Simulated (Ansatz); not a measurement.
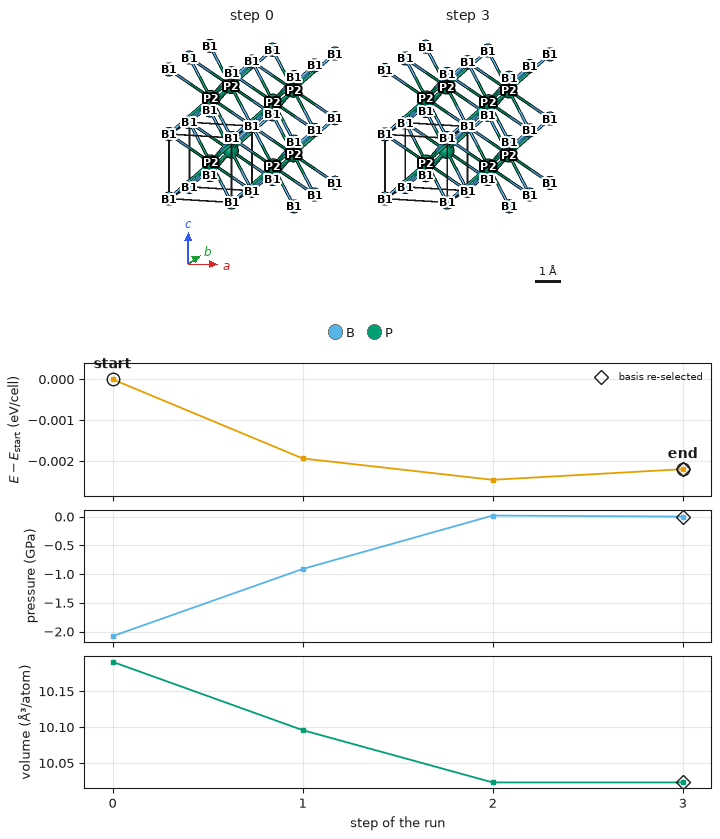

First and last geometry of a relaxation of a crystal of BP (a generated structure, set up in Pm-3m), with the history of the run. Style: ball-and-stick. Shown: the cell of the calculation, repeated 2 × 2 × 2 with one cell outlined, slightly off an axis.

Theory: DFT PBE, scalar-relativistic, plane waves, PAW in Ansatz 0.2.0. Settings: plane-wave cutoff 420 eV; k-point mesh 20 × 20 × 20; occupations gaussian; smearing width 0.1 eV; no spin polarisation; cell and atoms relaxed; force threshold 0.01 eV/Å; at most 80 steps.

What do the curves and the structures tell?

It converged. The atoms keep their places relative to the cell (all moves are under 0.005 Å). The drawn cell changes as follows: a = b = c 2.732 → 2.716 Å (−0.6 %); the volume changes by −1.7 %. Among the contacts that change: B1–P2 2.366 → 2.353 Å. The space group stays Pm-3m (No. 221). The energy falls by 2.2 meV per cell of the calculation in 2 accepted moves (3 points after the start). All forces vanish by symmetry, so only the cell relaxes. Pressure: −2.08 GPa at the start and 0.00 GPa at the end. The SCF was repeated once at an unchanged geometry on a basis and grid sized afresh for the cell, which shifted the energy by 0.3 meV per cell of the calculation at most.

```
step  E − E(0), meV/atom  pressure, GPa  volume, Å³/atom                      note
   0                0.00          -2.08           10.191                          
   1               -0.97          -0.91           10.096                          
   2               -1.23           0.02           10.023                          
   3               -1.10           0.00           10.023  same geometry, new basis
```
